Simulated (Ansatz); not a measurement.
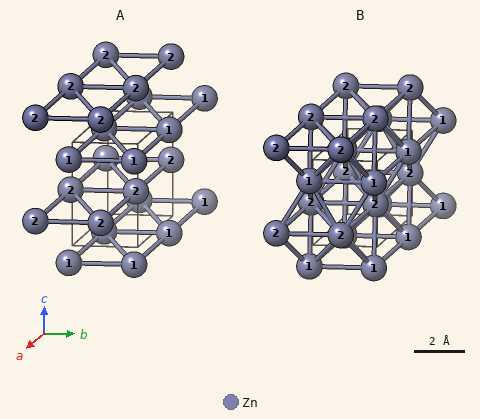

Two geometries of crystalline Zn (a generated structure, set up in P6_3/mmc), drawn at one scale. One is the start of a relaxation, the other its converged end. Style: ball-and-stick. Shown: the cell of the calculation, repeated 3 × 2 × 2 with one cell outlined, from a free direction.

Method: DFT, PBE, PAW with Ansatz's default frozen-core files, scalar-relativistic in Ansatz. (plane-wave cutoff 420 eV; k-point mesh 18 × 18 × 10; occupations fermi dirac; smearing width 0.08 eV; no spin polarisation; cell and atoms relaxed; force threshold 0.005 eV/Å; at most 80 steps)

Which geometry has the lower energy?

Structure A is the relaxed one. Case: cell and atoms relaxed from a first guess. After 12 accepted moves (16 points after the start) the energy has fallen by 0.338 eV per cell of the calculation. All forces vanish by symmetry, so only the cell relaxes. Pressure: 22.94 GPa at the start and 0.01 GPa at the end. The line search rejected the trial step at point 7 of the run. The SCF was repeated 3 times at an unchanged geometry on a basis and grid sized afresh for the cell, which shifted the energy by 18.2 meV per cell of the calculation at most. No atom moves by more than 0.005 Å relative to the cell. The volume changes by +24.2 %, with a = b 2.600 → 2.635 Å (+1.4 %), c 4.212 → 5.093 Å (+20.9 %). Some distances before and after: Zn1–Zn2 2.586 → 2.966 Å, Zn1–Zn1 2.600 → 2.635 Å. The space group stays P6_3/mmc (No. 194). The run took roughly 80 core-seconds on a shared host.
